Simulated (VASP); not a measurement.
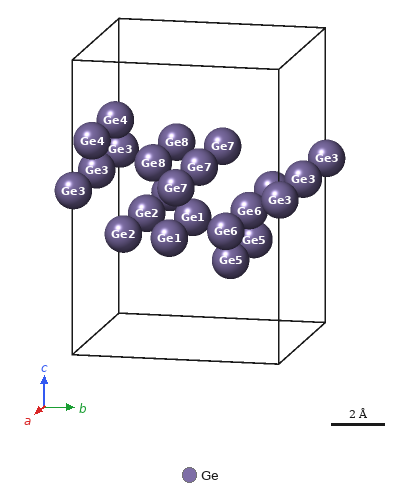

Figure 1. The structure (spheres-only view of the 2 × 1 repeat of the cell, with the vacuum cut short, seen slightly off an axis; atoms are numbered from 1 in the order of the input). An atom can appear more than once, as a periodic image.

Workfunction calculation of Ge (part 1 of 2)

- system: Ge (slab, 8 atoms in the cell)
- method: Kohn-Sham DFT of a periodic cell, PBEsol, VASP PAW PBE potentials, recommended, no spin polarisation (VASP 6.6.1)

The structure derives from an entry of the Crystallography Open Database.

### OSZICAR
```
N       E                     dE             d eps       ncg     rms          rms(c)
DAV:   1     0.105259393566E+04    0.10526E+04   -0.57771E+04  2574   0.260E+03
DAV:   2     0.140138745934E+03   -0.91246E+03   -0.88785E+03  2490   0.632E+02
DAV:   3    -0.243558428218E+02   -0.16449E+03   -0.16105E+03  2799   0.210E+02
DAV:   4    -0.361209773201E+02   -0.11765E+02   -0.11612E+02  2353   0.630E+01
DAV:   5    -0.366170272068E+02   -0.49605E+00   -0.49564E+00  2956   0.140E+01    0.567E+00
DAV:   6    -0.360344006721E+02    0.58263E+00   -0.34062E-01  2305   0.159E+01    0.324E+00
DAV:   7    -0.357738820645E+02    0.26052E+00   -0.80662E-01  2265   0.587E+00    0.564E-01
DAV:   8    -0.357828077763E+02   -0.89257E-02   -0.14023E-01  2252   0.324E+00    0.384E-01
DAV:   9    -0.357817465953E+02    0.10612E-02   -0.15514E-02  2849   0.121E+00    0.197E-01
DAV:  10    -0.357827543203E+02   -0.10077E-02   -0.55865E-03  2334   0.814E-01    0.849E-02
DAV:  11    -0.357841180149E+02   -0.13637E-02   -0.21575E-03  2257   0.649E-01    0.570E-02
DAV:  12    -0.357856439470E+02   -0.15259E-02   -0.83328E-04  2510   0.254E-01    0.329E-02
DAV:  13    -0.357870581390E+02   -0.14142E-02   -0.54508E-04  2388   0.116E-01    0.204E-02
DAV:  14    -0.357874959591E+02   -0.43782E-03   -0.80466E-05  2262   0.131E-01    0.108E-02
DAV:  15    -0.357878874301E+02   -0.39147E-03   -0.71543E-05  2218   0.568E-02    0.631E-03
DAV:  16    -0.357879338908E+02   -0.46461E-04   -0.98316E-06  2249   0.265E-02    0.345E-03
DAV:  17    -0.357879905930E+02   -0.56702E-04   -0.38555E-06  1489   0.132E-02    0.144E-03
DAV:  18    -0.357880084097E+02   -0.17817E-04   -0.39160E-06  1525   0.134E-02    0.860E-04
DAV:  19    -0.357880270067E+02   -0.18597E-04   -0.15853E-06  1555   0.106E-02    0.111E-03
DAV:  20    -0.357880394079E+02   -0.12401E-04   -0.46150E-07  1457   0.509E-03    0.368E-04
DAV:  21    -0.357880521525E+02   -0.12745E-04   -0.61283E-07  1487   0.381E-03    0.394E-04
DAV:  22    -0.357880566642E+02   -0.45117E-05   -0.14118E-07  1417   0.486E-03    0.193E-04
DAV:  23    -0.357880588357E+02   -0.21715E-05   -0.11697E-07  1356   0.220E-03    0.750E-05
DAV:  24    -0.357880591893E+02   -0.35359E-06   -0.35415E-08  1380   0.163E-03
   1 F= -.35788059E+02 E0= -.35788226E+02  d E =0.500579E-03
```

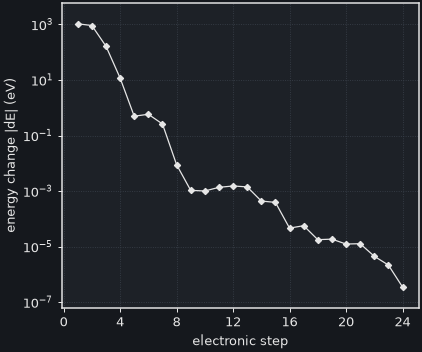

Figure 2. Convergence of the self-consistent field: energy change |dE| against the electronic step. It takes 24 electronic steps.

### Parts of OUTCAR
```
PREC = Accurate
   ENCUT = 520
   EDIFF = 1E-6
   ISMEAR = 1
   LREAL = False
   LASPH = True
   NELM = 60
   ISIF = 2
   GGA = PS

 ion  position               nearest neighbor table
   1  0.500  0.414  0.430-   2 2.45   2 2.45   5 2.49
   2  0.000  0.248  0.454-   1 2.45   1 2.45   3 2.51   7 2.77
   3  0.000  0.006  0.532-   6 2.47   2 2.51   4 2.53   4 2.53
   4  0.500  0.039  0.607-   8 2.49   3 2.53   3 2.53
   5  0.500  0.711  0.393-   1 2.49   6 2.53   6 2.53
   6  0.000  0.744  0.468-   3 2.47   7 2.51   5 2.53   5 2.53
   7  0.000  0.502  0.546-   8 2.45   8 2.45   6 2.51   2 2.77
   8  0.500  0.336  0.570-   7 2.45   7 2.45   4 2.49

  LATTYP: Found a simple orthorhombic cell.
 ALAT       =     4.0006828890
 B/A-ratio  =     1.9999999998
 C/A-ratio  =     5.1099688646

  Lattice vectors:

 A1 = (   4.0006828890,   0.0000000000,   0.0000000000)
 A2 = (   0.0000000000,   8.0013657770,   0.0000000000)
 A3 = (   0.0000000000,   0.0000000000,  20.4433650000)

Analysis of symmetry for initial positions (statically):
=====================================================================
 Subroutine PRICEL returns:
 Original cell was already a primitive cell.

 Routine SETGRP: Setting up the symmetry group for a
 simple orthorhombic supercell.

 Subroutine GETGRP returns: Found  4 space group operations
 (whereof  2 operations were pure point group operations)
 out of a pool of  8 trial point group operations.

The static configuration has the point symmetry C_1h.
 The point group associated with its full space group is C_2h.

Analysis of symmetry for dynamics (positions and initial velocities):
=====================================================================
 Subroutine PRICEL returns:
 Original cell was already a primitive cell.

 Routine SETGRP: Setting up the symmetry group for a
 simple orthorhombic supercell.

 Subroutine GETGRP returns: Found  4 space group operations
 (whereof  2 operations were pure point group operations)
 out of a pool of  8 trial point group operations.

The dynamic configuration has the point symmetry C_1h.
 The point group associated with its full space group is C_2h.

 Subroutine INISYM returns: Found  4 space group operations
 (whereof  2 operations are pure point group operations),
 and found     1 'primitive' translations

----------------------------------------------------------------------------------------

                                     Primitive cell

  volume of cell :     654.4111

  direct lattice vectors                    reciprocal lattice vectors
     4.000682889  0.000000000  0.000000000     0.249957327  0.000000000  0.000000000
     0.000000000  8.001365777  0.000000000     0.000000000  0.124978663  0.000000000
     0.000000000  0.000000000 20.443365000     0.000000000  0.000000000  0.048915626

  length of vectors
     4.000682889  8.001365777 20.443365000     0.249957327  0.124978663  0.048915626

  position of ions in fractional coordinates (direct lattice)
     0.500000000  0.413855235  0.429677339
     0.000000000  0.247614666  0.454126617
     0.000000000  0.005800748  0.531971154
     0.500000000  0.039474421  0.606929572
     0.500000000  0.710525579  0.393070428
     0.000000000  0.744199252  0.468028846
     0.000000000  0.502385334  0.545873383
     0.500000000  0.336144765  0.570322661

  ion indices of the primitive-cell ions
   primitive index   ion index
                 1           1
                 2           2
                 3           3
                 4           4
                 5           5
                 6           6
                 7           7
                 8           8

----------------------------------------------------------------------------------------

 KPOINTS: Automatic mesh

Automatic generation of k-mesh.
 Grid dimensions read from file:
 generate k-points for:    8    4    1

 Generating k-lattice:

  Cartesian coordinates                     Fractional coordinates (reciprocal lattice)
     0.031244666  0.000000000  0.000000000     0.125000000  0.000000000  0.000000000
     0.000000000  0.031244666  0.000000000     0.000000000  0.250000000  0.000000000
     0.000000000  0.000000000  0.048915626     0.000000000  0.000000000  1.000000000

  Length of vectors
     0.031244666  0.031244666  0.048915626

  Shift w.r.t. Gamma in fractional coordinates (k-lattice)
     0.000000000  0.000000000  0.000000000

 Subroutine IBZKPT returns following result:
 ===========================================

 Found     15 irreducible k-points:

 Following reciprocal coordinates:
            Coordinates               Weight
  0.000000  0.000000  0.000000      1.000000
  0.125000  0.000000  0.000000      2.000000
  0.250000  0.000000  0.000000      2.000000
  0.375000  0.000000  0.000000      2.000000
  0.500000  0.000000  0.000000      1.000000
  0.000000  0.250000  0.000000      2.000000
  0.125000  0.250000  0.000000      4.000000
  0.250000  0.250000  0.000000      4.000000
  0.375000  0.250000  0.000000      4.000000
  0.500000  0.250000  0.000000      2.000000
  0.000000  0.500000  0.000000      1.000000
  0.125000  0.500000  0.000000      2.000000
  0.250000  0.500000  0.000000      2.000000
  0.375000  0.500000  0.000000      2.000000
  0.500000  0.500000  0.000000      1.000000
   k-points           NKPTS =     15   k-points in BZ     NKDIM =     15   number of bands    NBANDS=     67
   number of dos      NEDOS =    301   number of ions     NIONS =      8
   total plane-waves  NPLWV = 288000
   dimension x,y,z NGX =    30 NGY =   60 NGZ =  160
   dimension x,y,z NGXF=    60 NGYF=  120 NGZF=  320
   ions per type =               8
   NGX,Y,Z   is equivalent  to a cutoff of  12.47, 12.47, 13.01 a.u.
   NGXF,Y,Z  is equivalent  to a cutoff of  24.93, 24.93, 26.02 a.u.
 SYSTEM =  unknown system
   PREC   = accura    normal or accurate (medium, high low for compatibility)
   ISTART =      0    job   : 0-new  1-cont  2-samecut
   ICHARG =      2    charge: 1-file 2-atom 10-const
   ISPIN  =      1    spin polarized calculation?
   LNONCOLLINEAR =      F non collinear calculations
   LSORBIT =      F    spin-orbit coupling
   LASPH  =      T    aspherical Exc in radial PAW
   ENCUT  =  520.0 eV  38.22 Ry    6.18 a.u.   7.44 14.88 38.01*2*pi/ulx,y,z
   NELM   =     60;   NELMIN=  2; NELMDL= -5     # of ELM steps
   EDIFF  = 0.1E-05   stopping-criterion for ELM
   LREAL  =      F    real-space projection
   EDIFFG = 0.1E-04   stopping-criterion for IOM
   NSW    =      0    number of steps for IOM
   IBRION =     -1    ionic relax: 0-MD 1-quasi-New 2-CG
   NFREE  =      0    steps in history (QN), initial steepest desc. (CG)
   ISIF   =      2    stress and relaxation
   ISYM   =      2    0-nonsym 1-usesym 2-fastsym
   POTIM  = 0.5000    time-step for ionic-motion
   TEBEG  =    0.0;   TEEND  =   0.0 temperature during run
   PSTRESS=    0.0 pullay stress
   NELECT =     112.0000    total number of electrons
   NUPDOWN=      -1.0000    fix difference up-down
   EMIN   =  10.00;   EMAX   =-10.00  energy-range for DOS
   EFERMI =   0.00;   METHOD = LEGACY
   ISMEAR =     1;   SIGMA  =   0.10  broadening in eV -4-tet -1-fermi 0-gaus
   EFERMI_NEDOS =   21; number of points for ismear=-14 and -15
   IALGO  =     38    algorithm
   IMIX   =      4    mixing-type and parameters
     AMIX     =   0.40;   BMIX     =  1.00
     AMIX_MAG =   1.60;   BMIX_MAG =  1.00
  volume/ion in A,a.u.               =      81.80       552.02
  Fermi-wavevector in a.u.,A,eV,Ry     =   0.908930  1.717629 11.240514  0.826154
  Thomas-Fermi vector in A             =   2.032915
   LORBIT       =      0    0 simple, 1 ext, 2 COOP (PROOUT), +10 PAW based schemes
   GGA     = PS    functional components
   LHFCALC =     F    Hartree Fock is set to
   AEXX    =    0.0000 exact exchange contribution
   IVDW    =     0    specifies the selected vdW correction
   LEPSILON=     F    determine dielectric tensor
   LRPA    =     F    only Hartree local field effects (RPA)
 non-spin polarized calculation
 Methfessel and Paxton  Order N= 1 SIGMA  =   0.10
  energy-cutoff  :      520.00
  volume of cell :      654.41
 maximum number of plane-waves:     17671
 NGX is ok and might be reduce to    30
   NGX = 15   NGY = 29   NGZ = 77

 number of electron     111.9999962 magnetization

 dipolmoment           0.000000      0.000000     -0.000000 electrons x Angstroem

 Free energy of the ion-electron system (eV)
  ---------------------------------------------------
  ext. energy  EPLUGINS =         0.00000000
  ---------------------------------------------------
  free energy    TOTEN  =       -35.78805919 eV

  energy without entropy =      -35.78855977  energy(sigma->0) =      -35.78822605

 E-fermi :  -2.1168     XC(G=0):  -3.4839     alpha+bet : -2.8825

 val. band max:       -2.1490287972   @ k =   0.0000   0.0000   0.0000
 cond. band min:      -2.1154887838   @ k =   0.0000   0.2500   0.0000
 fundamental gap:      0.0335400134
 Fermi energy:        -2.1167886549

 k-point     1 :       0.0000    0.0000    0.0000
  band No.  band energies     occupation
      1     -26.7526      2.00000
      2     -26.7424      2.00000
      3     -26.7335      2.00000
      4     -26.6952      2.00000
      5     -26.6897      2.00000
      6     -26.6788      2.00000
      7     -26.6657      2.00000
      8     -26.6442      2.00000
      9     -26.6350      2.00000
     10     -26.6297      2.00000
     11     -26.5809      2.00000
     12     -26.5097      2.00000
     13     -26.5080      2.00000
     14     -26.5022      2.00000
     15     -26.4968      2.00000
     16     -26.4901      2.00000
     17     -26.4696      2.00000
     18     -26.4629      2.00000
     19     -26.3856      2.00000
     20     -26.3780      2.00000
     21     -26.3527      2.00000
     22     -26.2959      2.00000
     23     -26.2910      2.00000
     24     -26.2760      2.00000
     25     -26.2478      2.00000
     26     -26.2367      2.00000
     27     -26.2291      2.00000
     28     -26.2190      2.00000
     29     -26.1928      2.00000
     30     -26.1403      2.00000
     31     -25.9540      2.00000
     32     -25.9534      2.00000
     33     -25.9431      2.00000
     34     -25.9429      2.00000
     35     -25.9294      2.00000
     36     -25.9269      2.00000
     37     -25.8947      2.00000
     38     -25.8945      2.00000
     39     -25.8798      2.00000
     40     -25.8739      2.00000
     41     -14.4298      2.00000
     42     -12.3542      2.00000
     43     -12.1016      2.00000
     44     -11.4717      2.00000
     45      -9.4400      2.00000
     46      -8.1892      2.00000
     47      -6.2271      2.00000
     48      -5.9251      2.00000
     49      -5.3476      2.00000
     50      -4.8290      2.00000
     51      -4.3263      2.00000
     52      -2.7975      2.00000
     53      -2.6427      2.00000
     54      -2.5568      2.00000
     55      -2.2534      2.06584
     56      -2.1490      1.51551
     57      -1.8653     -0.00216
     58      -1.5478     -0.00000
     59      -0.9178     -0.00000
     60      -0.6644     -0.00000
     61      -0.1589     -0.00000
     62       0.5326      0.00000
     63       1.4288      0.00000
     64       1.7985      0.00000
     65       1.9429      0.00000
     66       1.9702      0.00000
     67       2.0634      0.00000

 k-point     2 :       0.1250    0.0000    0.0000
  band No.  band energies     occupation
      1     -26.7541      2.00000
      2     -26.7428      2.00000
      3     -26.7314      2.00000
      4     -26.6970      2.00000
      5     -26.6944      2.00000
      6     -26.6815      2.00000
      7     -26.6669      2.00000
      8     -26.6412      2.00000
      9     -26.6327      2.00000
     10     -26.6228      2.00000
     11     -26.5746      2.00000
     12     -26.5126      2.00000
     13     -26.5076      2.00000
     14     -26.5007      2.00000
     15     -26.4945      2.00000
     16     -26.4871      2.00000
     17     -26.4736      2.00000
     18     -26.4686      2.00000
     19     -26.3852      2.00000
     20     -26.3807      2.00000
     21     -26.3525      2.00000
     22     -26.2950      2.00000
     23     -26.2898      2.00000
     24     -26.2744      2.00000
     25     -26.2477      2.00000
     26     -26.2360      2.00000
     27     -26.2291      2.00000
     28     -26.2175      2.00000
     29     -26.1924      2.00000
     30     -26.1408      2.00000
     31     -25.9521      2.00000
     32     -25.9521      2.00000
     33     -25.9436      2.00000
     34     -25.9432      2.00000
     35     -25.9288      2.00000
     36     -25.9267      2.00000
     37     -25.8977      2.00000
     38     -25.8976      2.00000
     39     -25.8802      2.00000
     40     -25.8747      2.00000
     41     -14.2908      2.00000
     42     -12.2271      2.00000
     43     -11.9730      2.00000
     44     -11.3510      2.00000
     45      -9.5775      2.00000
```
